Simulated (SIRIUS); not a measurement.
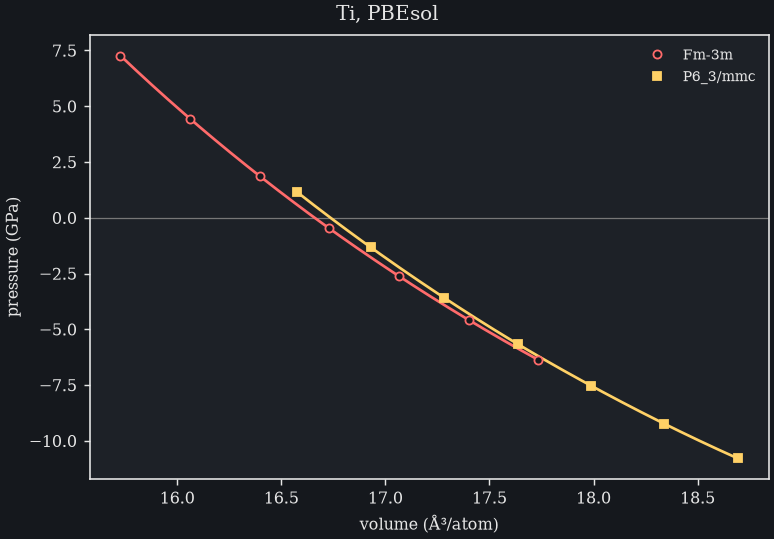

The picture above shows the pressure against volume, with one curve for each structure, for Ti.

Calculation (SIRIUS 7.12.0): plane-wave DFT, no spin polarisation; energies at scaled volumes of the given cell, shape and fractions fixed, counted from the fit's minimum, third-order Birch-Murnaghan fit. Level: PBEsol.

```json
{"setting": "occupations", "value": "Fermi–Dirac"}
{"setting": "smearing width", "value": "0.05 eV"}
{"setting": "potentials", "value": "dojo sr pbesol 0.4.1 standard"}
{"setting": "wave cutoff", "value": "1152 eV"}
{"setting": "density cutoff", "value": "4606 eV"}
```

Settings that differ: Fm-3m: k mesh 11×11×11; P6_3/mmc: k mesh 10×10×6.

Question: Order the curves by fitted equilibrium volume, smallest first.

Answer: Fm-3m 16.662, P6_3/mmc 16.739 Å³/atom.

Question: Order the curves by fitted bulk modulus, smallest first.

Answer: Fm-3m 113.8, P6_3/mmc 118.4 GPa.

Question: For Fm-3m: read off the course of the pressure.

Answer: It falls from 7.27 GPa at volume 15.73 Å³/atom to −6.37 GPa at 17.73 Å³/atom, and changes sign near 16.66 Å³/atom.

Question: For P6_3/mmc: how does the pressure vary with volume?

Answer: It falls from 1.14 GPa at volume 16.58 Å³/atom to −10.79 GPa at 18.69 Å³/atom, and changes sign near 16.74 Å³/atom.
